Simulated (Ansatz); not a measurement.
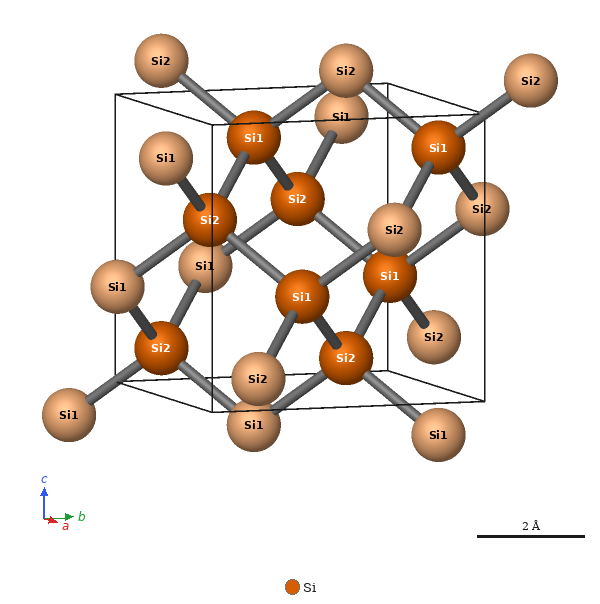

**Figure 1.** The starting structure (ball-and-stick view of the cell 4 times as large as that of the calculation, set on its symmetry axes, seen slightly off an axis; neighbours outside the cell are drawn fainter; atoms are numbered from 1 in the order of the input).

Geometry relaxation, with input and output: Si

Si (Fd-3m, 2 atoms in the cell), computed with DFT, LDA, PAW with Ansatz's default frozen-core files, scalar-relativistic, no spin polarisation (Ansatz 0.2.0).

The structure was built on a prototype by a generator; it need not be a known phase. It belongs to a series of runs on one base structure; here: bulk cell relaxed. Figures and captions count atoms from 1; the log counts them from 0 in places.

### The program's output
```
Engine: ansatz 0.2.0, aarch64-unknown-linux-gnu
Pseudopotentials: kind: paw
Pseudopotential: Si, paw, valence charge 4, recommended cutoff 420 eV (normal), Si.paw.azcp
Functional definition: SPW92
  exchange = slater_x
  correlation = pw_c
Crystal: 2 atoms, lattice volume = 40.060 Å³
Basis set: ecut = 420 eV, 749 PW (Γ)
Bands: 8, of which v1, the nominal top of the filled ones, is band 4 counted from 1 (3 counted from 0)
Symmetry: 48 space group operations
Space group: Fd-3m (ITA 227), of the structure as read, at distance tolerance 3.4e-5 Å
k-points: 56 of 1331
Non-local potential: Si, projectors of the file, l = 0: 2, l = 1: 2, l = 2: 2
PAW form: soft (Blöchl's): semilocal exchange-correlation on the pseudo side does not see the compensation charge
PAW frozen core: Si, regenerated for the run's functional, and the local potential with it (the file was generated under x = pbe(κ = 0.804, μ = 0.2195149727645171), c = pbe(β = 0.06672455060314922))
PAW one-centre angular grid: Si, 110 points (default); XC on 64 Gauss nodes
Initial density: superposition of atomic densities (neutral atoms: chi_scale 0, normalization atom), corrected by the library's trained network
Initial wavefunctions: pseudopotential atomic-orbital guess
Functional: x = slater, c = lda
SCF iter   1: F=—  HF=-1217.293944 eV  |F-HF|=—  |Δ(HF+E_count)|=         —  Δρ=4.29e-3  dr2=4.36e-3  ethr=1.77e-3  ⟨swp⟩=6.3  Hψ=4093  notcnv=0
preconditioner: auto → none  [insulator: Δε(μ)=0.500 eV  Ē_g=9.403 eV  σ=0.020 eV  W_gap=1.00  n_scr=8 (ndim 8)  ℏωp=16.6 eV  f_vac=0.000  D(μ)=0.00/eV (n_scr^D=0)  ε∞_Penn≈4.1]
SCF iter   2: F=—  HF=-1217.293388 eV  |F-HF|=—  |Δ(HF+E_count)|=   5.55e-4  Δρ=1.99e-3  dr2=9.27e-4  ethr=5.44e-5  ⟨swp⟩=2.0  Hψ=1019  notcnv=0
SCF iter   3: F=—  HF=-1217.293221 eV  |F-HF|=—  |Δ(HF+E_count)|=   1.67e-4  Δρ=7.90e-5  dr2=2.38e-6  ethr=1.16e-5  ⟨swp⟩=1.2  Hψ=476  notcnv=0
SCF iter   4: F=—  HF=-1217.293221 eV  |F-HF|=—  |Δ(HF+E_count)|=   2.11e-7  Δρ=2.81e-5  dr2=3.41e-7  ethr=2.97e-8  ⟨swp⟩=2.1  Hψ=672  notcnv=0
iter 5 did not close the SCF: its close was put off for the readings that it lacked (scf_convergence_deferred on its scf_iter line)
SCF iter   5: F=-1217.293221 eV  HF=-1217.293221 eV  |F-HF|=9.31e-9  |Δ(HF+E_count)|=   1.21e-7  Δρ=8.57e-6  dr2=2.18e-8  ethr=4.26e-9  ⟨swp⟩=2.0  Hψ=672  notcnv=0
SCF iter   6: F=-1217.293221 eV  HF=-1217.293221 eV  |F-HF|=3.87e-12  |Δ(HF+E_count)|=   6.39e-9  Δρ=1.61e-7  dr2=9.42e-12  ethr=2.73e-10  ⟨swp⟩=5.0  Hψ=2199  notcnv=0
SCF 1 converged in 6 iterations: F = -1217.293221 eV  dr2 = 9.42e-12
  greatest PAW one-centre occupation: 0.640 electrons in one spin orbital (limit 2), on the Si atom at site 1 (counted from 0), in its partial waves of l = 0
relax step   1: F+E_penalty+E_count = -1217.29322063 eV  Δ(F+E_penalty+E_count) = +0.000e0 eV  max|allowed force component| = 9.252e-18 eV/Å  Δτ_max = 0.0000 Å  P = -1.525 GPa  Ω = 40.060 Å³  (6 SCF iters, accepted)
Crystal: 2 atoms, lattice volume = 39.568 Å³
Initial density: handed on by an earlier stage of this run
Initial wavefunctions: those handed on with the density
iter 1 solved again at ethr=4.31e-6 eV; its pass at ethr=3.10e-3 eV (dr2=3.45e-4 eV) is discarded
SCF iter   1: F=—  HF=-1217.296444 eV  |F-HF|=—  |Δ(HF+E_count)|=         —  Δρ=7.88e-4  dr2=3.56e-4  ethr=4.31e-6  ⟨swp⟩=2.7  Hψ=4223  notcnv=0
preconditioner: auto → none  [insulator: Δε(μ)=0.482 eV  Ē_g=9.465 eV  σ=0.020 eV  W_gap=1.00  n_scr=8 (ndim 8)  ℏωp=16.7 eV  f_vac=0.000  D(μ)=0.00/eV (n_scr^D=0)  ε∞_Penn≈4.1]
SCF iter   2: F=—  HF=-1217.296311 eV  |F-HF|=—  |Δ(HF+E_count)|=   1.34e-4  Δρ=2.78e-4  dr2=3.79e-5  ethr=4.31e-6  ⟨swp⟩=2.0  Hψ=645  notcnv=0
SCF iter   3: F=—  HF=-1217.296297 eV  |F-HF|=—  |Δ(HF+E_count)|=   1.35e-5  Δρ=3.50e-5  dr2=3.48e-7  ethr=4.74e-7  ⟨swp⟩=2.0  Hψ=672  notcnv=0
SCF iter   4: F=-1217.296297 eV  HF=-1217.296297 eV  |F-HF|=2.26e-10  |Δ(HF+E_count)|=   6.37e-8  Δρ=1.33e-6  dr2=5.00e-10  ethr=2.50e-9  ⟨swp⟩=7.6  Hψ=2065  notcnv=0
SCF 2 converged in 4 iterations: F = -1217.296297 eV  dr2 = 5.00e-10
  greatest PAW one-centre occupation: 0.641 electrons in one spin orbital (limit 2), on the Si atom at site 1 (counted from 0), in its partial waves of l = 0
relax step   2: F+E_penalty+E_count = -1217.29629691 eV  Δ(F+E_penalty+E_count) = -3.076e-3 eV  max|allowed force component| = 1.064e-16 eV/Å  Δτ_max = 0.0000 Å  P = -0.378 GPa  Ω = 39.568 Å³  energy of the carried Pulay correction = +1.356e-4 eV  (4 SCF iters, dr2 threshold 2.00e-7 eV, accepted)
Crystal: 2 atoms, lattice volume = 39.408 Å³
iter 1 solved again at ethr=4.72e-7 eV; its pass at ethr=3.10e-3 eV (dr2=3.78e-5 eV) is discarded
SCF iter   1: F=—  HF=-1217.296542 eV  |F-HF|=—  |Δ(HF+E_count)|=         —  Δρ=2.61e-4  dr2=3.89e-5  ethr=4.72e-7  ⟨swp⟩=1.9  Hψ=4080  notcnv=0
preconditioner: auto → none  [insulator: Δε(μ)=0.468 eV  Ē_g=9.482 eV  σ=0.020 eV  W_gap=1.00  n_scr=8 (ndim 8)  ℏωp=16.7 eV  f_vac=0.000  D(μ)=0.00/eV (n_scr^D=0)  ε∞_Penn≈4.1]
SCF iter   2: F=—  HF=-1217.296527 eV  |F-HF|=—  |Δ(HF+E_count)|=   1.46e-5  Δρ=9.18e-5  dr2=4.14e-6  ethr=4.72e-7  ⟨swp⟩=2.0  Hψ=647  notcnv=0
SCF iter   3: F=-1217.296526 eV  HF=-1217.296526 eV  |F-HF|=8.80e-9  |Δ(HF+E_count)|=   1.57e-6  Δρ=1.16e-5  dr2=3.80e-8  ethr=2.50e-9  ⟨swp⟩=6.2  Hψ=2476  notcnv=0
SCF 3 converged in 3 iterations: F = -1217.296526 eV  dr2 = 3.80e-8
relax step   3: F+E_penalty+E_count = -1217.29652559 eV  Δ(F+E_penalty+E_count) = -2.287e-4 eV  max|allowed force component| = 5.089e-17 eV/Å  Δτ_max = 0.0000 Å  P = +0.010 GPa  Ω = 39.408 Å³  energy of the carried Pulay correction = +1.800e-4 eV  (3 SCF iters, dr2 threshold 2.00e-7 eV, accepted)
Initial wavefunctions: pseudopotential atomic-orbital guess (no wavefunctions were taken with the density)
iter 1 solved again at ethr=9.92e-8 eV; its pass at ethr=3.10e-3 eV (dr2=7.94e-6 eV) is discarded
SCF iter   1: F=—  HF=-1217.296356 eV  |F-HF|=—  |Δ(HF+E_count)|=         —  Δρ=1.88e-5  dr2=4.70e-8  ethr=9.92e-8  ⟨swp⟩=3.0  Hψ=5465  notcnv=0
preconditioner: auto → none  [insulator: Δε(μ)=0.465 eV  Ē_g=9.481 eV  σ=0.020 eV  W_gap=1.00  n_scr=8 (ndim 8)  ℏωp=16.7 eV  f_vac=0.000  D(μ)=0.00/eV (n_scr^D=0)  ε∞_Penn≈4.1]
SCF iter   2: F=—  HF=-1217.296356 eV  |F-HF|=—  |Δ(HF+E_count)|=   3.19e-7  Δρ=9.33e-6  dr2=1.11e-8  ethr=5.87e-10  ⟨swp⟩=1.3  Hψ=471  notcnv=0
SCF iter   3: F=-1217.296356 eV  HF=-1217.296356 eV  |F-HF|=9.09e-13  |Δ(HF+E_count)|=   6.35e-9  Δρ=2.89e-7  dr2=1.60e-11  ethr=1.00e-12  ⟨swp⟩=5.6  Hψ=2203  notcnv=0
SCF 4 converged in 3 iterations: F = -1217.296356 eV  dr2 = 1.60e-11
relax step   4: F+E_penalty+E_count = -1217.29635596 eV  Δ(F+E_penalty+E_count) = +1.696e-4 eV  max|allowed force component| = 7.864e-17 eV/Å  Δτ_max = 0.0000 Å  P = +0.004 GPa  Ω = 39.408 Å³  stress off target by 4.05e-3 GPa  SCF on the basis re-selected at this cell (its energy is not comparable with the rows above)  (3 SCF iters)
```

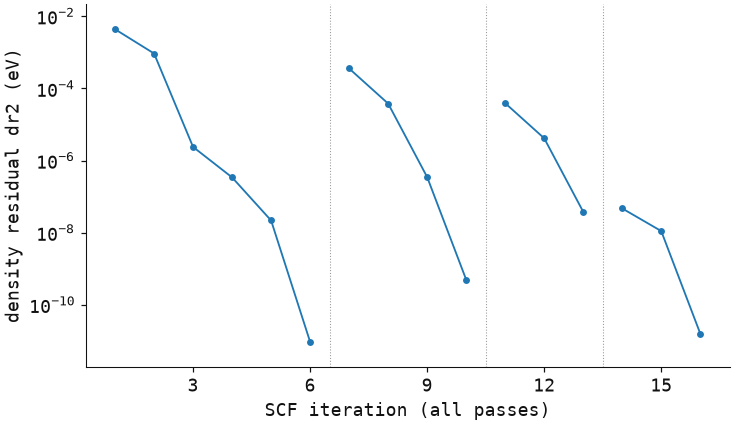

**Figure 2.** Convergence of the self-consistent field: density residual dr2 against the SCF iteration. The dotted lines part the SCF passes of the relaxation: geometry steps, rejected trials and re-solves on a re-selected basis. The passes take 6, 4, 3 and 3 iterations.

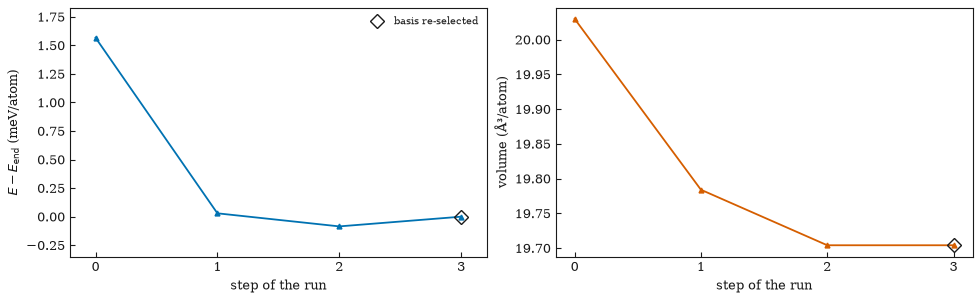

**Figure 3.** Progress of the relaxation, step by step (the first geometry is step 0 here and step 1 in the log).

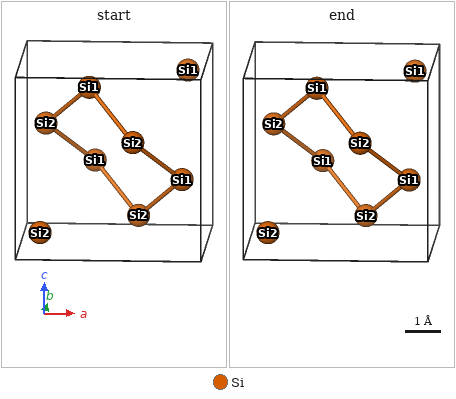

**Figure 4.** Before (left) and after (right) the relaxation, at one scale (ball-and-stick view of the cell 4 times as large as that of the calculation, set on its symmetry axes, seen at an oblique angle). After 2 geometry steps the energy has fallen by 1.7 meV per atom. All forces vanish by symmetry, so only the cell relaxes. Pressure: −1.52 GPa at the start and 0.00 GPa at the end. No atom moves by more than 0.005 Å relative to the cell. Cell: a = b = c 5.432 → 5.402 Å (−0.5 %). Volume −1.6 %. Among the contacts that change: Si1–Si2 2.352 → 2.339 Å. The space group stays Fd-3m (No. 227). A last SCF at the same geometry on a re-selected plane-wave basis shifts the energy by +0.1 meV per atom. (Atoms are counted from 1 in the order of the input.)

```
basis re-selected at this cell: Δ(F+E_penalty+E_count) = +1.696e-4 eV, ΔP = -0.006 GPa vs the last step (what re-selecting the basis moved, of the pressure what is left beyond the Pulay correction that the steps carried, after the strain that the cell walked since its last selection, with what the two solves' SCF thresholds leave and, on support functions, any second-order correction that the steps lacked; it is no measure of the basis error at this ecutwfc). This SCF's stress stands 4.05e-3 GPa from its target on what of the cell is left free (relax.cell.stress_tol is 5.00e-2 GPa) and its largest allowed force component is 7.86e-17 eV/Å (relax.f_tol is 5.00e-3 eV/Å): within both
SCF converged after 3 iterations
Free energy (F): -1217.296356 eV
Harris-Foulkes:  -1217.296356 eV  (|F-HF|=9.09e-13)
Internal energy: -1217.296356 eV  (E = F + TS)
E sigma→0 (E₀):  -1217.296356 eV
Entropy (-TS):   -0.000000 eV (-0.000 meV/atom)
Fermi energy:    6.443563 eV
--- Per-component energies (eV) ---
  E_band       = 8.795006
  E_kinetic    = 81.468790
  E_local      = -55.914773  (includes V_loc(G=0)·N_el)
  E_nonlocal   = 54.268423
  E_hartree    = 14.686737
  E_xc         = -109.860612
  E_vxc        = -94.575110  (∫ρ·V_xc dr)
  E_paw        = -972.364776  (= ΣΔE_a)
  E_vpaw       = -5.825826  (= ΣTr[D̂ρ^β])
  E_aug_tail   = 0.000011  (compensation charges beyond the density's cutoff)
  E_ewald      = -229.748818
  E_core_change = 0.168661  (= ΣΔE_core)
  E_smearing   = -0.000000  (= −TS)
  E_closure    = 0.000000  (closes the sum)
  Σ components = -1217.296356   (vs F -1217.296356, Δ=0.00e0)
--- Forces (eV/Å), atoms counted from 1 ---
  atom   1  Si    -0.00000000    -0.00000000    -0.00000000
  atom   2  Si     0.00000000     0.00000000     0.00000000
  max |Σ_I F_I| component: 2.78e-17 eV/Å
--- Stress (GPa, compression-positive) ---
        0.004047       0.000000       0.000000
        0.000000       0.004047       0.000000
        0.000000       0.000000       0.004047
  P = ⅓ Tr σ = 0.0040 GPa (0.040 kbar)
--- Band table (eV; the first three rows and the last of 56) ---
  k-point 0: bands = ["-5.8555", "6.2188", "6.2188", "6.2188", "8.7518", "8.7518", "8.7518", "9.5819"]
  k-point 1: bands = ["-5.7457", "5.2178", "6.0477", "6.0477", "8.7783", "9.0028", "9.0028", "10.3590"]
  k-point 2: bands = ["-5.4205", "3.5180", "5.7017", "5.7017", "8.4639", "9.4803", "9.4803", "11.9286"]
  k-point 55: bands = ["-1.8660", "-1.1252", "1.9947", "2.7161", "9.4779", "10.7530", "11.5639", "11.5931"]
--- Relaxed structure (3 steps of the walk, 3 accepted, 1 SCFs on fresh bases) ---
  F+E_penalty+E_count = -1217.29635596 eV   max|allowed force component| = 7.864e-17 eV/Å   (the final SCF, on the basis selected at the relaxed cell)
  cell:  # Å, volume = 39.4083 Å³
    - [1.1719355675659856e-33, 2.700966487476683, 2.700966487476683]
    - [2.700966487476683, 7.1335208460538254e-34, 2.700966487476683]
    - [2.700966487476683, 2.700966487476683, 1.1719355675659856e-33]
  atoms:
    - { symbol: Si, position: [-0.125, -0.125, -0.125] }
    - { symbol: Si, position: [0.125, 0.125, 0.125] }
```

### File rho_z.tsv
```
# z_ang	rho[e/angstrom^3]
# format = ansatz-planar-average/11
# lattice	0.000000000	2.700966487	2.700966487
# lattice	2.700966487	0.000000000	2.700966487
# lattice	2.700966487	2.700966487	0.000000000
# sites	2
# site	14	-0.675241622	-0.675241622	-0.675241622
# site	14	0.675241622	0.675241622	0.675241622
0.000000	3.154327e-1
0.141472	3.099044e-1
0.282944	2.942996e-1
0.424416	2.714271e-1
0.565888	2.453473e-1
0.707360	2.201874e-1
0.848832	1.987606e-1
0.990304	1.817844e-1
1.131776	1.681914e-1
1.273248	1.563745e-1
1.414720	1.455449e-1
1.556192	1.361563e-1
1.697664	1.292403e-1
1.839136	1.256057e-1
1.980608	1.256057e-1
2.122080	1.292403e-1
2.263552	1.361563e-1
2.405024	1.455449e-1
2.546496	1.563745e-1
2.687968	1.681914e-1
2.829440	1.817844e-1
2.970912	1.987606e-1
3.112384	2.201874e-1
3.253856	2.453473e-1
3.395328	2.714271e-1
3.536799	2.942996e-1
3.678271	3.099044e-1
```

### File v_z.tsv
```
# z_ang	v_es[eV]	v_tot[eV]
# format = ansatz-planar-average/11
# xc	lda
# density_cutoff_ev	1680
# datasets	Si=:simpson_from_first_knot:soft:shift=-1875348
# lattice	0.000000000	2.700966487	2.700966487
# lattice	2.700966487	0.000000000	2.700966487
# lattice	2.700966487	2.700966487	0.000000000
# sites	2
# site	14	-0.675241622	-0.675241622	-0.675241622
# site	14	0.675241622	0.675241622	0.675241622
0.000000	-5.652353e0	-1.732642e1
0.141472	-5.425035e0	-1.704923e1
0.282944	-4.793280e0	-1.627369e1
0.424416	-3.901021e0	-1.514914e1
0.565888	-2.891852e0	-1.381387e1
0.707360	-1.731009e0	-1.223196e1
0.848832	-3.034595e-1	-1.030833e1
0.990304	1.362467e0	-8.116825e0
1.131776	3.154302e0	-5.833893e0
1.273248	4.893848e0	-3.687286e0
1.414720	6.347290e0	-1.917539e0
1.556192	7.345546e0	-6.790256e-1
1.697664	7.945047e0	8.767200e-2
1.839136	8.243551e0	4.725298e-1
1.980608	8.243551e0	4.725298e-1
2.122080	7.945047e0	8.767200e-2
2.263552	7.345546e0	-6.790256e-1
2.405024	6.347290e0	-1.917539e0
2.546496	4.893848e0	-3.687286e0
2.687968	3.154302e0	-5.833893e0
2.829440	1.362467e0	-8.116825e0
2.970912	-3.034595e-1	-1.030833e1
3.112384	-1.731009e0	-1.223196e1
3.253856	-2.891852e0	-1.381387e1
3.395328	-3.901021e0	-1.514914e1
3.536799	-4.793280e0	-1.627369e1
3.678271	-5.425035e0	-1.704923e1
```

### Trajectory as extended XYZ (Å, eV, eV/Å), 4 frames, from step=1 to step=4
```
2
Lattice="0.0000 2.7158 2.7158 2.7158 0.0000 2.7158 2.7158 2.7158 0.0000" Properties=species:S:1:pos:R:3:forces:R:3 step=1 energy=-1217.29322 pressure_GPa=-1.52
Si   -0.6789   -0.6789   -0.6789    0.0000   0.0000   0.0000
Si    0.6789    0.6789    0.6789    0.0000   0.0000   0.0000
2
Lattice="0.0000 2.7046 2.7046 2.7046 0.0000 2.7046 2.7046 2.7046 0.0000" Properties=species:S:1:pos:R:3:forces:R:3 step=2 energy=-1217.29630 pressure_GPa=-0.38
Si   -0.6762   -0.6762   -0.6762    0.0000   0.0000   0.0000
Si    0.6762    0.6762    0.6762    0.0000   0.0000   0.0000
2
Lattice="0.0000 2.7010 2.7010 2.7010 0.0000 2.7010 2.7010 2.7010 0.0000" Properties=species:S:1:pos:R:3:forces:R:3 step=3 energy=-1217.29653 pressure_GPa=0.01
Si   -0.6752   -0.6752   -0.6752    0.0000   0.0000   0.0000
Si    0.6752    0.6752    0.6752    0.0000   0.0000   0.0000
2
Lattice="0.0000 2.7010 2.7010 2.7010 0.0000 2.7010 2.7010 2.7010 0.0000" Properties=species:S:1:pos:R:3:forces:R:3 step=4 energy=-1217.29636 pressure_GPa=0.00
Si   -0.6752   -0.6752   -0.6752    0.0000   0.0000   0.0000
Si    0.6752    0.6752    0.6752    0.0000   0.0000   0.0000
```

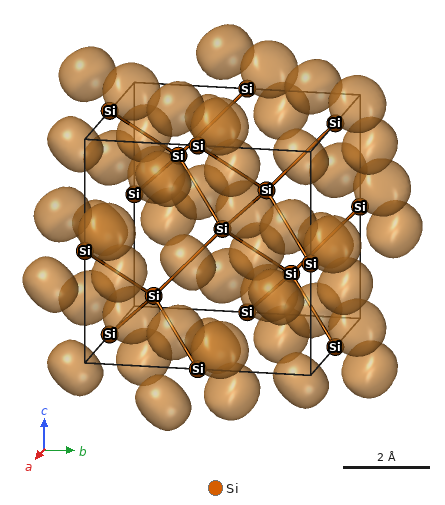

**Figure 5.** Isosurface of the ELF at 0.8 (orange), seen slightly off an axis. Core shells and regions of very low density are left out. Sticks mark near contacts. The outline is the cell set on symmetry axes. Profiles from the grid: Si–Si (2.34 Å): the ELF peaks at about 0.95 between the atoms, which marks a covalent bond. The fields are those of the smooth PAW valence density.

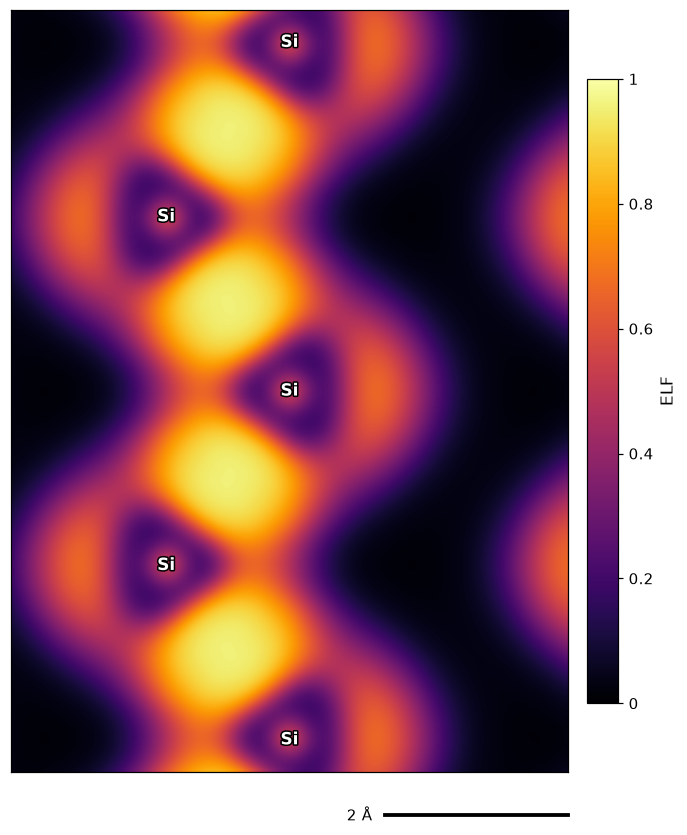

**Figure 6.** ELF on the (110) plane of the conventional cell. Si–Si (2.34 Å): the ELF peaks at about 0.95 between the atoms, which marks localised, shared-pair bonding.

The run was set up as follows.

### Input
```yaml
crystal:
  lattice:
    - [0.0, 2.7157741474, 2.7157741474]
    - [2.7157741474, 0.0, 2.7157741474]
    - [2.7157741474, 2.7157741474, 0.0]
  atoms:
    - { symbol: Si, position: [-0.125, -0.125, -0.125] }
    - { symbol: Si, position: [0.125, 0.125, 0.125] }
kpoints:
  mp_grid: { grid: [11, 11, 11] }
scf:
  occupations: { method: fermi_dirac, width: 0.02 }
hamiltonian:
  xc: lda
  pseudopotentials: { kind: paw }
output:
  forces: true
  stress: true
  write_density: true
  write_potential: true
  elf: true
  volumetric_format: npy
relax:
  f_tol: 0.005
  max_steps: 40
  cell: {}
```

Run as:
```bash
ansatz run input.yaml --threads 2 --pin off --max-ram 4096MiB --backend cpu --events-out ev --progress --plain --runs-dir out
```

### Key numbers

```json
{"quantity": "outcome", "value": "converged"}
{"quantity": "space group (tolerance 0.01 Å)", "value": "Fd-3m (227)"}
{"quantity": "electrons treated", "value": "8"}
{"quantity": "free energy", "value": "−1217.2964 eV"}
{"quantity": "Fermi energy", "value": "6.444 eV"}
{"quantity": "pressure", "value": "0.00 GPa"}
{"quantity": "final volume", "value": "39.41 Å³"}
{"quantity": "largest force (length of the vector) at the end", "value": "under 0.001 eV/Å"}
{"quantity": "final cell", "value": "a = 3.820 Å, b = 3.820 Å, c = 3.820 Å, α = 60.00°, β = 60.00°, γ = 60.00°"}
{"quantity": "hardware", "value": "2 threads of Arm Neoverse V1, 24 GiB of memory available, shared host"}
{"quantity": "wall time", "value": "2.5 s (CPU time 4.8 s)"}
{"quantity": "peak memory", "value": "0.29 GiB"}
```
